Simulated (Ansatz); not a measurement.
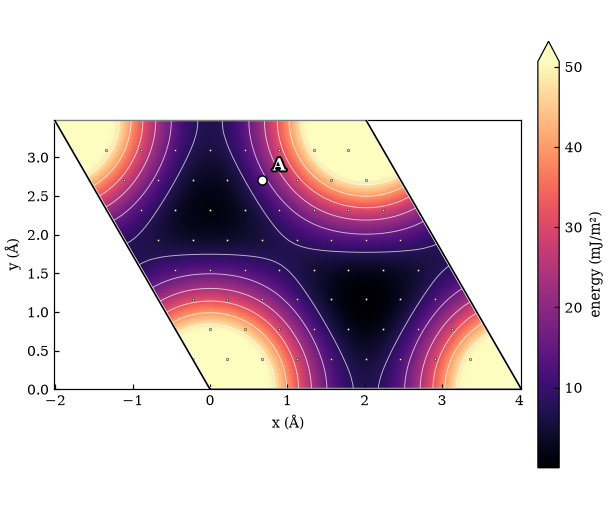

A bilayer of two InSe sheets, the upper one turned by 180 degrees about the normal (8 atoms in the cell). The upper layer of a bilayer is slid over the lower one; relaxed at each slide: nothing; the origin of the map has Se5 above Se4; the distance between the facing planes is held at 3.51 Å. Places are given modulo a cell vector. The map is drawn in real space over the plane of the slide. Grid: 9 × 9 points; 19 points were computed and 62 follow by symmetry. Energies: mJ/m², counted from the lowest grid point. At a held distance the lowest stacking need not be the one that binds best once the distance relaxes. Computed with Ansatz 0.2.0, DFT PBE+D3(BJ), scalar-relativistic, plane waves, PAW. Settings: cutoff 420 eV, k-mesh 9×9×1, gaussian smearing 0.05 eV, no spin polarisation.

Drawn: a smooth colour map with a few white contour lines, dots at the grid points, the outline of one cell of the plane, one colour for all values above the top of the scale, the point A. Between grid points the surface is interpolated.

Q: Is A at rest? If not, where is it pushed?

A: A, at (5/9, 7/9) of the cell vectors, is not a stationary point. The computed force is 0.031 eV/Å in the plane, pointing down and left in the picture (components −0.027 and −0.015 eV/Å, for the cell of 14.04 Å², or 35 mJ/m² for each Å).

PAW datasets: the set soft_1.
